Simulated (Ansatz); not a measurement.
**Nudged elastic band of Si30C (part 1 of 2)**

The run: nudged elastic band of Si30C (defect cell, 31 atoms in the cell). Method and program: DFT PBE, scalar-relativistic, plane waves, PAW, no spin polarisation (Ansatz 0.2.0).

The structure derives from a Materials Project entry. It belongs to a series of runs on one base structure; here: climbing-image band for the jump of C by 3.40 A. Figures and captions count atoms from 1; the log counts them from 0 in places.

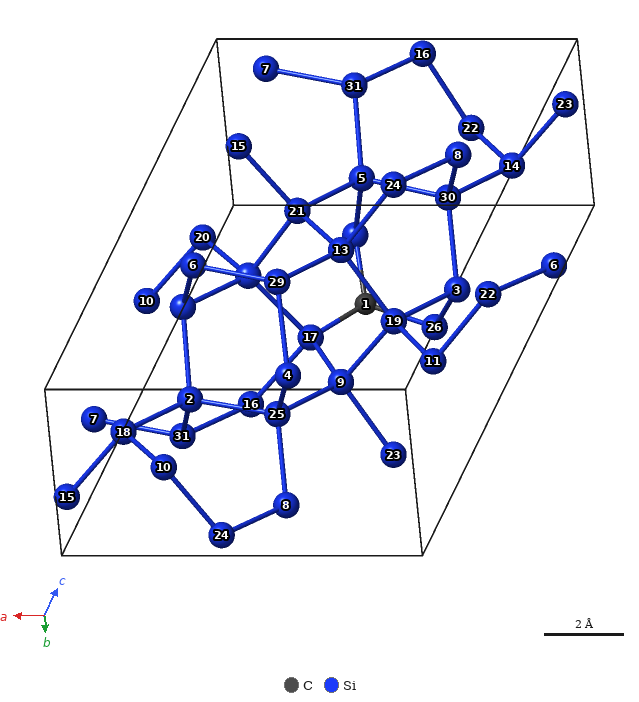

**Figure 1.** The structure as given in the input (ball-and-stick view of the cell of the calculation, seen at an oblique angle; atoms are numbered from 1 in the order of the input). An atom can appear more than once, as a periodic image. Near neighbours in the periodic cell (some may lie outside the picture): C has 3 Si at 1.88 to 1.89 Å; Si has 4 Si at 2.34 to 2.47 Å; Si has 3 Si at 2.34 to 2.41 Å; Si has 1 C at 1.88 to 1.89 Å and 3 Si at 2.39 to 2.47 Å.

## The input
```yaml
crystal:
  lattice:
    - [-5.7769209609, 3.3353068718, 6.3650226989]
    - [5.7769209609, -3.3353068718, 6.3650226989]
    - [3.8512806405, 6.6706137437, -6.3650226989]
  atoms:
    - { symbol: C, position: [0.2622551348, 0.1310222807, 0.3061410286] }
    - { symbol: Si, position: [0.7404301263, 0.5745998421, 0.2442993363] }
    - { symbol: Si, position: [0.1141796074, 0.4464405876, 0.496994223] }
    - { symbol: Si, position: [0.6044719222, 0.9518127777, 0.4913751621] }
    - { symbol: Si, position: [0.4964061267, 0.3241923642, 0.7563846653] }
    - { symbol: Si, position: [0.978220932, 0.8109287467, 0.7386104778] }
    - { symbol: Si, position: [0.8760290653, 0.1962242668, 0.0081830547] }
    - { symbol: Si, position: [0.3619774393, 0.6925337811, 0.998338538] }
    - { symbol: Si, position: [0.3203665128, 0.4815075311, 0.2496747652] }
    - { symbol: Si, position: [0.8352755085, 0.9927796954, 0.2490622444] }
    - { symbol: Si, position: [0.1997271747, 0.873365756, 0.4946212391] }
    - { symbol: Si, position: [0.6876228287, 0.3554600429, 0.4932576539] }
    - { symbol: Si, position: [0.569771264, 0.7391284128, 0.7485166412] }
    - { symbol: Si, position: [0.0730505671, 0.2349807855, 0.750368901] }
    - { symbol: Si, position: [0.9634943486, 0.6256660059, 0.9905096157] }
    - { symbol: Si, position: [0.4384734265, 0.1107568494, 0.0104370103] }
    - { symbol: Si, position: [0.3991246223, 0.2411821135, 0.2626592253] }
    - { symbol: Si, position: [0.9311022905, 0.7575557481, 0.2390242428] }
    - { symbol: Si, position: [0.2996948561, 0.6403454315, 0.4984731813] }
    - { symbol: Si, position: [0.8045324298, 0.1316109481, 0.4960324587] }
    - { symbol: Si, position: [0.6822290305, 0.5123053085, 0.7527292136] }
    - { symbol: Si, position: [0.1737393834, 0.0019062931, 0.7471494906] }
    - { symbol: Si, position: [0.050562608, 0.3892661719, -0.0015304037] }
    - { symbol: Si, position: [0.5526941379, 0.8833990192, 1.0034451063] }
    - { symbol: Si, position: [0.5051932959, 0.6724854464, 0.2485973407] }
    - { symbol: Si, position: [0.0508065748, 0.1720549492, 0.2596906197] }
    - { symbol: Si, position: [0.3674450827, 0.0679033943, 0.4723434671] }
    - { symbol: Si, position: [0.8769378529, 0.5416702825, 0.4921968119] }
    - { symbol: Si, position: [0.7552986065, 0.9282576953, 0.7473223551] }
    - { symbol: Si, position: [0.2589328258, 0.4241029782, 0.7489590803] }
    - { symbol: Si, position: [0.6347532213, 0.292686631, 0.0061332537] }
basis:
  ecutwfc: 420
  xc_grid: 2
kpoints:
  mp_grid: { grid: [2, 2, 2], shift: [0.5, 0.5, 0.5] }
hamiltonian:
  xc: pbe
scf:
  occupations: { method: gaussian, width: 0.02 }
output:
  forces: true
neb:
  images: 5
  f_tol: 0.05
  max_iterations: 70
  order_check: false
  final_atoms:
    - { symbol: C, position: [0.1127447829, -0.2560223872, -0.0561410959] }
    - { symbol: Si, position: [0.7402467374, 0.582313325, 0.2438667112] }
    - { symbol: Si, position: [0.1160672093, 0.4508970069, 0.5010409312] }
    - { symbol: Si, position: [0.6197013046, 0.9467423695, 0.5026776677] }
    - { symbol: Si, position: [0.4980621315, 0.3333296751, 0.7578031436] }
    - { symbol: Si, position: [1.0075548747, 0.8070965636, 0.7776565559] }
    - { symbol: Si, position: [0.8698067686, 0.2025145407, 0.0014027064] }
    - { symbol: Si, position: [0.3241933545, 0.7029450219, 0.9903093726] }
    - { symbol: Si, position: [0.3244374382, 0.4857338981, 0.2515304523] }
    - { symbol: Si, position: [0.8223058018, 0.9916009655, 0.246554909] }
    - { symbol: Si, position: [0.2012606404, 0.8730937355, 0.5028505247] }
    - { symbol: Si, position: [0.692771056, 0.3626947417, 0.4972708857] }
    - { symbol: Si, position: [0.5704675708, 0.7433890437, 0.7539675432] }
    - { symbol: Si, position: [0.0753051443, 0.2346545597, 0.7515268678] }
    - { symbol: Si, position: [0.975875364, 0.6338178964, 0.9873408567] }
    - { symbol: Si, position: [0.4438977229, 0.117444192, 0.0109756042] }
    - { symbol: Si, position: [0.4115059651, 0.2493341736, 0.2594903605] }
    - { symbol: Si, position: [0.9365265608, 0.7642431745, 0.2395630671] }
    - { symbol: Si, position: [0.3019494437, 0.6400192438, 0.4996311091] }
    - { symbol: Si, position: [0.8052287339, 0.1358715757, 0.5014834118] }
    - { symbol: Si, position: [0.6873771892, 0.5195399679, 0.7567424118] }
    - { symbol: Si, position: [0.1752727484, 0.0016341819, 0.7553787137] }
    - { symbol: Si, position: [0.0546335134, 0.3934924815, 0.0003252933] }
    - { symbol: Si, position: [0.5397244466, 0.8822202495, 1.0009377298] }
    - { symbol: Si, position: [0.4989709411, 0.6787758075, 0.2418169764] }
    - { symbol: Si, position: [0.0130226201, 0.1824661806, 0.2516615183] }
    - { symbol: Si, position: [0.396778891, 0.0640713087, 0.5113892577] }
    - { symbol: Si, position: [0.8785938891, 0.5508076372, 0.4936153046] }
    - { symbol: Si, position: [0.7705280427, 0.9231872275, 0.7586248187] }
    - { symbol: Si, position: [0.2608203956, 0.4285593741, 0.7530057835] }
    - { symbol: Si, position: [0.6345699142, 0.3004001311, 0.0057006071] }
```

Machine: 4 threads of Intel Xeon @ 2.50GHz (Skylake/Cascade Lake), 189 GiB of memory available, shared host.

Run as:
```bash
ansatz run input.yaml --threads 4 --pin off --max-ram 10240MiB --backend cpu --events-out ev --progress --plain --runs-dir out
```

## The program's output
```
Warning: neb: disabling space-group detection — the band's intermediate images generally break the endpoint symmetry, so no spatial operation reduces the k-mesh or symmetrises the density, except that a semilocal band can use its path's symmetry ahead of convergence; time reversal is kept, so that k and −k are solved as one point where they differ and the mesh holds both, and exact exchange and, on two spinor components, a DFT+U term hold to it where the run has them: on two components no moment then forms, and a state that bears one, which a typed moment (crystal.atoms[].spin; refused beside efield: under a hybrid functional) reaches, can lie lower, under hf by electronvolts; crystal.symmetry.detect: false (a key that needs symmetry detection or time reversal refuses this as the deck is read) with time_reversal: false beside it drops time reversal too
Engine: ansatz 0.2.0, x86_64-unknown-linux-gnu
Pseudopotentials: kind: paw
Pseudopotential: C, paw, valence charge 4, recommended cutoff 420 eV (normal), C.paw.azcp
Pseudopotential: Si, paw, valence charge 4, recommended cutoff 420 eV (normal), Si.paw.azcp
Functional definition: PBE
  parameter kappa = 0.804
  parameter beta = 0.06672455060314922
  exchange = pbe_x(kappa = kappa, mu = beta*pi^2/3)
  correlation = pbe_c(beta = beta)
parallel-image band execution: 4 concurrent image workers
NEB image 0
Crystal: 31 atoms, lattice volume = 654.080 Å³
Basis set: ecut = 420 eV, 12787 PW (Γ), exchange–correlation on 128×128×144 points (8 copies of the dense FFT grid, shifted against one another)
Bands: 93, of which v1, the nominal top of the filled ones, is band 62 counted from 1 (61 counted from 0)
Symmetry: 1 space group operations
k-points: 4 of 8 (time reversal used)
Non-local potential: C, projectors of the file, l = 0: 2, l = 1: 2, l = 2: 1
Non-local potential: Si, projectors of the file, l = 0: 2, l = 1: 2, l = 2: 2
PAW form: soft (Blöchl's): semilocal exchange-correlation on the pseudo side does not see the compensation charge
PAW one-centre angular grid: C, 110 points (default); XC on 64 Gauss nodes
PAW one-centre angular grid: Si, 110 points (default); XC on 64 Gauss nodes
Initial density: superposition of atomic densities (neutral atoms: chi_scale 0, normalization atom), corrected by the library's trained network
Initial wavefunctions: pseudopotential atomic-orbital guess
Functional: x = pbe(κ = 0.804, μ = 0.2195149727645171), c = pbe(β = 0.06672455060314922)
SCF iter   1: F=—  HF=-19320.048688 eV  |F-HF|=—  |Δ(HF+E_count)|=         —  Δρ=3.78e-3  dr2=3.46e-1  ethr=1.77e-3  ⟨swp⟩=6.0  Hψ=1718  notcnv=0  defer=63
preconditioner: auto → Resta (q_TF=auto, 2.068 Å⁻¹)  ε∞=5.5  [insulator: Δε(μ)=0.146 eV  Ē_g=7.621 eV  σ=0.020 eV  W_gap=1.00  n_scr=92 (ndim 8)  ℏωp=16.2 eV  f_vac=0.000  D(μ)=0.00/eV (n_scr^D=0)  ε∞_Penn≈5.5]
SCF iter   2: F=—  HF=-19320.007528 eV  |F-HF|=—  |Δ(HF+E_count)|=   4.12e-2  Δρ=1.47e-3  dr2=3.98e-2  ethr=2.79e-4  ⟨swp⟩=1.0  Hψ=428  notcnv=0  defer=86
SCF iter   3: F=—  HF=-19320.002466 eV  |F-HF|=—  |Δ(HF+E_count)|=   5.06e-3  Δρ=5.35e-4  dr2=3.90e-3  ethr=3.21e-5  ⟨swp⟩=3.2  Hψ=487  notcnv=0  defer=98
SCF iter   4: F=—  HF=-19320.002423 eV  |F-HF|=—  |Δ(HF+E_count)|=   4.24e-5  Δρ=1.14e-4  dr2=2.29e-4  ethr=3.15e-6  ⟨swp⟩=2.0  Hψ=411  notcnv=0  defer=98
SCF iter   5: F=—  HF=-19320.002487 eV  |F-HF|=—  |Δ(HF+E_count)|=   6.34e-5  Δρ=4.39e-5  dr2=3.15e-5  ethr=1.85e-7  ⟨swp⟩=2.0  Hψ=453  notcnv=0  defer=98
SCF iter   6: F=—  HF=-19320.002674 eV  |F-HF|=—  |Δ(HF+E_count)|=   1.87e-4  Δρ=1.11e-5  dr2=1.67e-6  ethr=2.54e-8  ⟨swp⟩=2.8  Hψ=541  notcnv=0  defer=98
SCF iter   7: F=—  HF=-19320.002675 eV  |F-HF|=—  |Δ(HF+E_count)|=   7.68e-7  Δρ=2.37e-6  dr2=1.14e-7  ethr=1.35e-9  ⟨swp⟩=2.0  Hψ=522  notcnv=0  defer=98
SCF iter   8: F=-19320.002675 eV  HF=-19320.002675 eV  |F-HF|=2.60e-9  |Δ(HF+E_count)|=   5.48e-8  Δρ=6.84e-7  dr2=6.86e-9  ethr=8.06e-11  ⟨swp⟩=4.0  Hψ=1054  notcnv=0
SCF 1 converged in 8 iterations: F = -19320.002675 eV  dr2 = 6.86e-9
  greatest PAW one-centre occupation: 0.657 electrons in one spin orbital (limit 2), on the Si atom at site 7 (counted from 0), in its partial waves of l = 0
NSCF: frozen V_eff on 4 k-points
NEB image 6
SCF iter   1: F=—  HF=-19320.048669 eV  |F-HF|=—  |Δ(HF+E_count)|=         —  Δρ=3.78e-3  dr2=3.46e-1  ethr=1.77e-3  ⟨swp⟩=6.0  Hψ=1718  notcnv=0  defer=63
SCF iter   2: F=—  HF=-19320.007519 eV  |F-HF|=—  |Δ(HF+E_count)|=   4.11e-2  Δρ=1.47e-3  dr2=3.97e-2  ethr=2.79e-4  ⟨swp⟩=1.0  Hψ=428  notcnv=0  defer=86
SCF iter   3: F=—  HF=-19320.002473 eV  |F-HF|=—  |Δ(HF+E_count)|=   5.05e-3  Δρ=5.35e-4  dr2=3.90e-3  ethr=3.20e-5  ⟨swp⟩=3.2  Hψ=487  notcnv=0  defer=98
SCF iter   4: F=—  HF=-19320.002425 eV  |F-HF|=—  |Δ(HF+E_count)|=   4.79e-5  Δρ=1.14e-4  dr2=2.28e-4  ethr=3.15e-6  ⟨swp⟩=2.0  Hψ=411  notcnv=0  defer=98
SCF iter   5: F=—  HF=-19320.002482 eV  |F-HF|=—  |Δ(HF+E_count)|=   5.70e-5  Δρ=4.38e-5  dr2=3.13e-5  ethr=1.84e-7  ⟨swp⟩=2.0  Hψ=453  notcnv=0  defer=98
SCF iter   6: F=—  HF=-19320.002674 eV  |F-HF|=—  |Δ(HF+E_count)|=   1.92e-4  Δρ=1.10e-5  dr2=1.64e-6  ethr=2.53e-8  ⟨swp⟩=2.8  Hψ=541  notcnv=0  defer=98
SCF iter   7: F=—  HF=-19320.002675 eV  |F-HF|=—  |Δ(HF+E_count)|=   7.60e-7  Δρ=2.37e-6  dr2=1.13e-7  ethr=1.32e-9  ⟨swp⟩=2.0  Hψ=522  notcnv=0  defer=98
SCF iter   8: F=-19320.002675 eV  HF=-19320.002675 eV  |F-HF|=2.68e-9  |Δ(HF+E_count)|=   5.43e-8  Δρ=6.80e-7  dr2=6.70e-9  ethr=8.06e-11  ⟨swp⟩=4.0  Hψ=1065  notcnv=0
SCF 2 converged in 8 iterations: F = -19320.002675 eV  dr2 = 6.70e-9
[... from here on the iterations of each SCF are left out, up to the last one ...]
NSCF: frozen V_eff on 4 k-points
NEB end point (image 0): max|allowed force component| = 1.152e-2 eV/Å (the criterion of neb.relax_end_points is 1.000e-2)
NEB end point (image 6): max|allowed force component| = 1.152e-2 eV/Å (the criterion of neb.relax_end_points is 1.000e-2)
NEB image 1
preconditioner: auto → Resta (q_TF=auto, 2.068 Å⁻¹)  ε∞=5.6  [insulator: Δε(μ)=0.161 eV  Ē_g=7.568 eV  σ=0.020 eV  W_gap=1.00  n_scr=92 (ndim 8)  ℏωp=16.2 eV  f_vac=0.000  D(μ)=0.00/eV (n_scr^D=0)  ε∞_Penn≈5.6]
SCF 3 converged in 7 iterations: F = -19319.098032 eV  dr2 = 2.86e-8
NEB image 2
preconditioner: auto → Resta (q_TF=auto, 2.068 Å⁻¹)  ε∞=5.7  [insulator: Δε(μ)=0.177 eV  Ē_g=7.487 eV  σ=0.020 eV  W_gap=1.00  n_scr=92 (ndim 8)  ℏωp=16.2 eV  f_vac=0.000  D(μ)=0.00/eV (n_scr^D=0)  ε∞_Penn≈5.7]
SCF 4 converged in 7 iterations: F = -19317.038051 eV  dr2 = 1.91e-8
NEB image 3
preconditioner: auto → Resta (q_TF=auto, 2.068 Å⁻¹)  ε∞=5.7  [insulator: Δε(μ)=0.124 eV  Ē_g=7.433 eV  σ=0.020 eV  W_gap=1.00  n_scr=92 (ndim 8)  ℏωp=16.2 eV  f_vac=0.000  D(μ)=0.00/eV (n_scr^D=0)  ε∞_Penn≈5.7]
SCF 5 converged in 7 iterations: F = -19315.688484 eV  dr2 = 7.85e-9
NEB image 4
SCF 6 converged in 7 iterations: F = -19317.038054 eV  dr2 = 1.95e-8
NEB image 5
SCF 7 converged in 7 iterations: F = -19319.098034 eV  dr2 = 2.86e-8
NEB iter   1: max|band force component| = 1.370e0 eV/Å  barrier→ = 4.3142 eV  barrier← = 4.3142 eV  Δτ_max = 0.1865 Å  (51 SCF iters)
NEB image 1
Initial density: handed on by an earlier stage of this run
Initial wavefunctions: those handed on with the density
preconditioner: auto → Resta (q_TF=auto, 2.068 Å⁻¹)  ε∞=5.6  [insulator: Δε(μ)=0.104 eV  Ē_g=7.570 eV  σ=0.020 eV  W_gap=1.00  n_scr=92 (ndim 8)  ℏωp=16.2 eV  f_vac=0.000  D(μ)=0.04/eV (n_scr^D=0)  ε∞_Penn≈5.6]
SCF 8 converged in 7 iterations: F = -19319.415476 eV  dr2 = 2.73e-8
NEB image 2
preconditioner: auto → Resta (q_TF=auto, 2.068 Å⁻¹)  ε∞=5.7  [insulator: Δε(μ)=0.093 eV  Ē_g=7.487 eV  σ=0.020 eV  W_gap=1.00  n_scr=92 (ndim 8)  ℏωp=16.2 eV  f_vac=0.000  D(μ)=0.14/eV (n_scr^D=0)  ε∞_Penn≈5.7]
SCF 9 converged in 7 iterations: F = -19317.707546 eV  dr2 = 1.60e-8
NEB image 3
preconditioner: auto → Resta (q_TF=auto, 2.068 Å⁻¹)  ε∞=5.7  [insulator: Δε(μ)=0.103 eV  Ē_g=7.429 eV  σ=0.020 eV  W_gap=1.00  n_scr=92 (ndim 8)  ℏωp=16.2 eV  f_vac=0.000  D(μ)=0.04/eV (n_scr^D=0)  ε∞_Penn≈5.7]
SCF 10 converged in 7 iterations: F = -19316.236083 eV  dr2 = 1.05e-8
NEB image 4
SCF 11 converged in 7 iterations: F = -19317.707546 eV  dr2 = 1.60e-8
NEB image 5
SCF 12 converged in 7 iterations: F = -19319.415477 eV  dr2 = 2.72e-8
NEB iter   2: max|band force component| = 8.402e-1 eV/Å  barrier→ = 3.7666 eV  barrier← = 3.7666 eV  Δτ_max = 0.0927 Å  (35 SCF iters)
[... from here on the SCF iterations and repeated set-up lines of each step are left out, up to the last step ...]
NEB image 1
SCF 13 converged in 7 iterations: F = -19319.549006 eV  dr2 = 1.93e-8
NEB image 2
SCF 14 converged in 7 iterations: F = -19317.889907 eV  dr2 = 7.71e-9
NEB image 3
SCF 15 converged in 6 iterations: F = -19316.311084 eV  dr2 = 1.90e-8
NEB image 4
SCF 16 converged in 7 iterations: F = -19317.889906 eV  dr2 = 7.79e-9
NEB image 5
SCF 17 converged in 7 iterations: F = -19319.549006 eV  dr2 = 1.89e-8
NEB iter   3: max|band force component| = 3.828e-1 eV/Å  barrier→ = 3.6916 eV  barrier← = 3.6916 eV  CI = image 3  Δτ_max = 0.0420 Å  (34 SCF iters)
NEB image 1
SCF 18 converged in 6 iterations: F = -19319.553548 eV  dr2 = 1.63e-8
NEB image 2
SCF 19 converged in 6 iterations: F = -19317.897623 eV  dr2 = 6.14e-9
NEB image 3
SCF 20 converged in 6 iterations: F = -19316.320735 eV  dr2 = 2.68e-9
NEB image 4
SCF 21 converged in 6 iterations: F = -19317.897624 eV  dr2 = 6.09e-9
NEB image 5
SCF 22 converged in 6 iterations: F = -19319.553548 eV  dr2 = 1.62e-8
NEB iter   4: max|band force component| = 7.871e-2 eV/Å  barrier→ = 3.6819 eV  barrier← = 3.6819 eV  CI = image 3  Δτ_max = 0.0375 Å  (30 SCF iters)
NEB image 1
SCF 23 converged in 6 iterations: F = -19319.562732 eV  dr2 = 3.60e-9
NEB image 2
SCF 24 converged in 6 iterations: F = -19317.913268 eV  dr2 = 2.66e-9
NEB image 3
SCF 25 converged in 6 iterations: F = -19316.323566 eV  dr2 = 7.75e-10
NEB image 4
SCF 26 converged in 6 iterations: F = -19317.913271 eV  dr2 = 2.65e-9
NEB image 5
SCF 27 converged in 6 iterations: F = -19319.562733 eV  dr2 = 3.62e-9
NEB iter   5: max|band force component| = 4.020e-2 eV/Å  barrier→ = 3.6791 eV  barrier← = 3.6791 eV  CI = image 3  Δτ_max = 0.0254 Å  (30 SCF iters)
NEB image 3
SCF 28 converged in 6 iterations: F = -19316.324591 eV  dr2 = 4.27e-10
NEB iter   6: max|band force component| = 1.499e-1 eV/Å  barrier→ = 3.6781 eV  barrier← = 3.6781 eV  CI = image 3  Δτ_max = 0.0337 Å  (6 SCF iters)
NEB image 1
preconditioner: auto → Resta (q_TF=auto, 2.068 Å⁻¹)  ε∞=5.6  [insulator: Δε(μ)=0.109 eV  Ē_g=7.566 eV  σ=0.020 eV  W_gap=1.00  n_scr=92 (ndim 8)  ℏωp=16.2 eV  f_vac=0.000  D(μ)=0.02/eV (n_scr^D=0)  ε∞_Penn≈5.6]
SCF 29 converged in 6 iterations: F = -19319.573086 eV  dr2 = 3.74e-9
NEB image 2
preconditioner: auto → Resta (q_TF=auto, 2.068 Å⁻¹)  ε∞=5.7  [insulator: Δε(μ)=0.085 eV  Ē_g=7.481 eV  σ=0.020 eV  W_gap=1.00  n_scr=92 (ndim 8)  ℏωp=16.2 eV  f_vac=0.000  D(μ)=0.30/eV (n_scr^D=0)  ε∞_Penn≈5.7]
SCF 30 converged in 6 iterations: F = -19317.926413 eV  dr2 = 2.01e-9
NEB image 3
preconditioner: auto → Resta (q_TF=auto, 2.068 Å⁻¹)  ε∞=5.7  [insulator: Δε(μ)=0.161 eV  Ē_g=7.421 eV  σ=0.020 eV  W_gap=1.00  n_scr=92 (ndim 8)  ℏωp=16.2 eV  f_vac=0.000  D(μ)=0.00/eV (n_scr^D=0)  ε∞_Penn≈5.7]
SCF 31 converged in 6 iterations: F = -19316.324697 eV  dr2 = 7.08e-11
NEB image 4
SCF 32 converged in 6 iterations: F = -19317.926428 eV  dr2 = 2.00e-9
NEB image 5
iter 1 solved again at ethr=1.96e-6 eV; its pass at ethr=3.10e-3 eV (dr2=2.43e-3 eV) is discarded
SCF iter   1: F=—  HF=-19319.573366 eV  |F-HF|=—  |Δ(HF+E_count)|=         —  Δρ=6.20e-4  dr2=2.70e-3  ethr=1.96e-6  ⟨swp⟩=6.2  Hψ=1804  notcnv=0
SCF iter   2: F=—  HF=-19319.572996 eV  |F-HF|=—  |Δ(HF+E_count)|=   3.70e-4  Δρ=3.35e-4  dr2=6.80e-4  ethr=1.96e-6  ⟨swp⟩=1.0  Hψ=372  notcnv=0
SCF iter   3: F=—  HF=-19319.572939 eV  |F-HF|=—  |Δ(HF+E_count)|=   5.72e-5  Δρ=3.79e-5  dr2=1.01e-5  ethr=5.48e-7  ⟨swp⟩=3.0  Hψ=620  notcnv=0
SCF iter   4: F=—  HF=-19319.573104 eV  |F-HF|=—  |Δ(HF+E_count)|=   1.65e-4  Δρ=8.08e-6  dr2=7.47e-7  ethr=8.11e-9  ⟨swp⟩=2.2  Hψ=507  notcnv=0
iter 5 did not close the SCF: its close was put off for the readings that it lacked (scf_convergence_deferred on its scf_iter line)
SCF iter   5: F=-19319.573104 eV  HF=-19319.573104 eV  |F-HF|=1.85e-8  |Δ(HF+E_count)|=   1.08e-7  Δρ=2.08e-6  dr2=4.60e-8  ethr=6.03e-10  ⟨swp⟩=2.2  Hψ=520  notcnv=0
SCF iter   6: F=-19319.573104 eV  HF=-19319.573104 eV  |F-HF|=1.54e-9  |Δ(HF+E_count)|=   2.79e-8  Δρ=6.26e-7  dr2=3.75e-9  ethr=3.71e-11  ⟨swp⟩=2.0  Hψ=1171  notcnv=0
SCF 33 converged in 6 iterations: F = -19319.573104 eV  dr2 = 3.75e-9
NEB image 1
NSCF: frozen V_eff on 4 k-points
NEB image 2
NSCF: frozen V_eff on 4 k-points
NEB image 4
NSCF: frozen V_eff on 4 k-points
NEB image 5
NSCF: frozen V_eff on 4 k-points
NEB image 3
NSCF: frozen V_eff on 4 k-points
the band table was solved once a step of the walk had ended and its energy, with any forces and stress, was formed, with the checks that follow a solve (1742 applications of the Hamiltonian). They found nothing against the state; the energy, forces and stress were not computed again (output.eigenvalues in the input reference)
NEB iter   7: max|band force component| = 2.471e-2 eV/Å  barrier→ = 3.6780 eV  barrier← = 3.6780 eV  CI = image 3  Δτ_max = 0.0000 Å  (30 SCF iters)
```

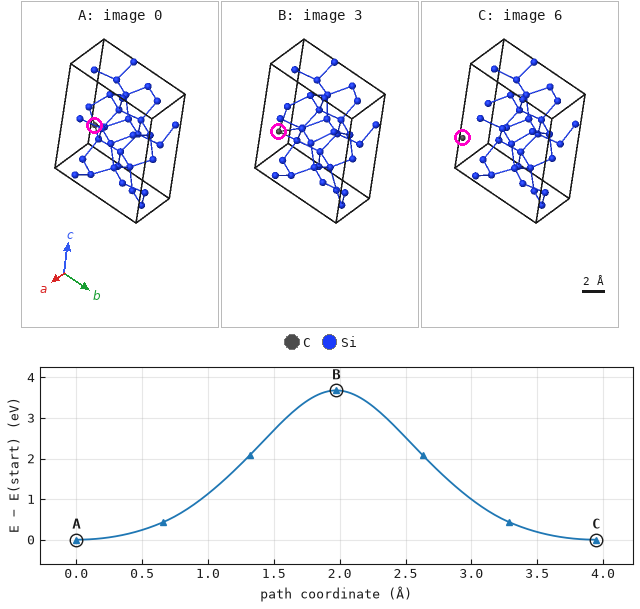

**Figure 2.** Images of the last band (counted from 0; ball-and-stick, reduced simulation cell, seen slightly off an axis), with the moving atom and its periodic copies ringed, above the energy along the path; the line is a cubic interpolation that uses the forces. The highest image is number 3, 3.678 eV above the start and 3.678 eV above the end (the climbing image); start and end have the same energy. The path is 3.95 Å long, and C1 moves most (3.40 Å). The band converged in 7 iterations.
